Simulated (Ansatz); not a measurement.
**Si: density, localisation and related maps**

Input

```
crystal:
  lattice:
    - [3.7270805427, 2.1518309546, 3.5138939682]
    - [-3.7270805427, 2.1518309546, 3.5138939682]
    - [0.0, -4.3036619092, 3.5138939682]
  atoms:
    - { symbol: Si, position: [0.7434954311, 0.8029023426, 0.43813056] }
    - { symbol: Si, position: [0.43813056, 0.7434954311, 0.8029023426] }
    - { symbol: Si, position: [0.8029023426, 0.43813056, 0.7434954311] }
    - { symbol: Si, position: [0.56186944, 0.1970976574, 0.2565045689] }
    - { symbol: Si, position: [0.1970976574, 0.2565045689, 0.56186944] }
    - { symbol: Si, position: [0.2565045689, 0.56186944, 0.1970976574] }
    - { symbol: Si, position: [0.1558025465, 0.8441974535, 0.5] }
    - { symbol: Si, position: [0.5, 0.1558025465, 0.8441974535] }
    - { symbol: Si, position: [0.8441974535, 0.5, 0.1558025465] }
basis:
  ecutwfc: 420
kpoints:
  mp_grid: { grid: [6, 6, 6] }
hamiltonian:
  xc: pbe
scf:
  occupations: { method: gaussian, width: 0.1 }
output:
  forces: true
  stress: true
  eigenvalues: true
  write_density: true
  write_potential: true
  elf: true
  volumetric_format: npy
relax:
  adjacent_minimum: "off"
  f_tol: 0.01
  max_steps: 80
  cell: { stress_tol: 0.05 }
```

Command:

```sh
ansatz run input.yaml --threads 1 --pin off --max-ram 2560MiB --backend cpu --events-out ev --progress --plain --runs-dir out
```

Below, planes, directions and counts refer to the conventional cell (a = 7.47 Å, b = 7.47 Å, c = 10.51 Å, α = 90.00°, β = 90.00°, γ = 120.00°).

The fields are those of the run's last geometry, not of the input's.

Space group R32; a structure generated by program, which may or may not match a known phase.

These are results of DFT PBE, scalar-relativistic, plane waves, PAW in Ansatz, not measurements.

The density is the valence pseudo-density of a PAW calculation; it isn't the true density close to the nuclei.

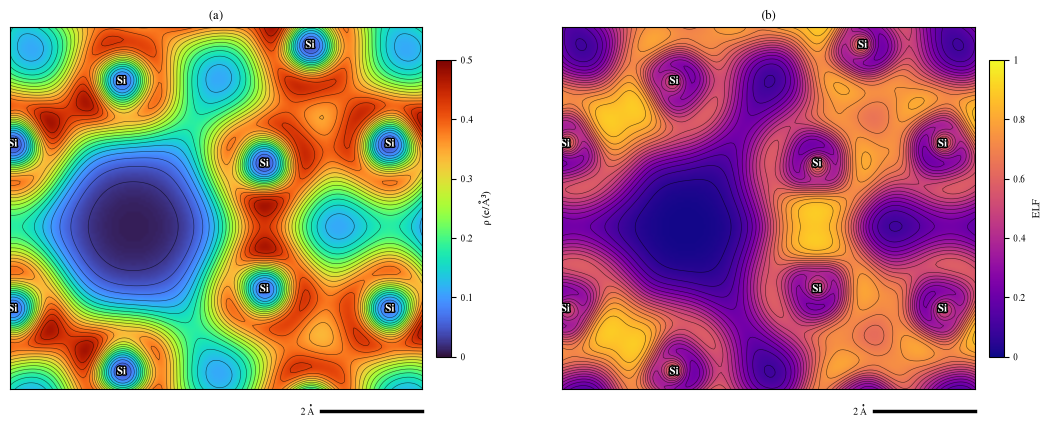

Figure 1. (a) valence pseudo-density; (b) ELF on the (001) plane of the conventional cell.

**Describe what can be read from this map.**

The section cuts through Si sites. Si–Si (2.49 Å): the density is about 0.43 e/Å³ at the midpoint; the ELF peaks at about 0.90 between the atoms. Between the atoms the lowest density in this plane is 0.008 e/Å³.

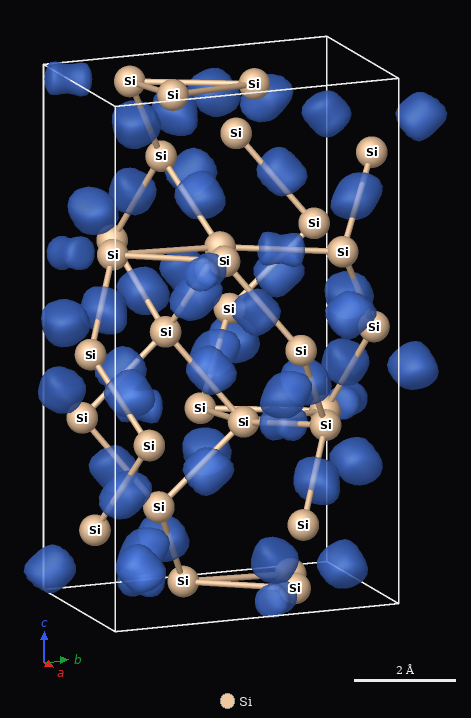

Figure 2. Isosurface of the electron localisation function at 0.85 (blue), seen slightly off an axis. Only the valence region is drawn (cores and ρ < 0.01 e/Å³ removed). Sticks mark near contacts.

**What do the ELF domains correspond to?**

The surface consists of 45 regions between bonded Si–Si atoms, counted in one cell of 27 atoms. Regions shared between cells count once. Along the contacts the grid gives the following. Si–Si (2.39 Å): the ELF peaks at about 0.90 between the atoms.

**Does the calculation make it a metal, or give it a gap?**

It is metallic or semimetallic at this level of theory: no gap opens.
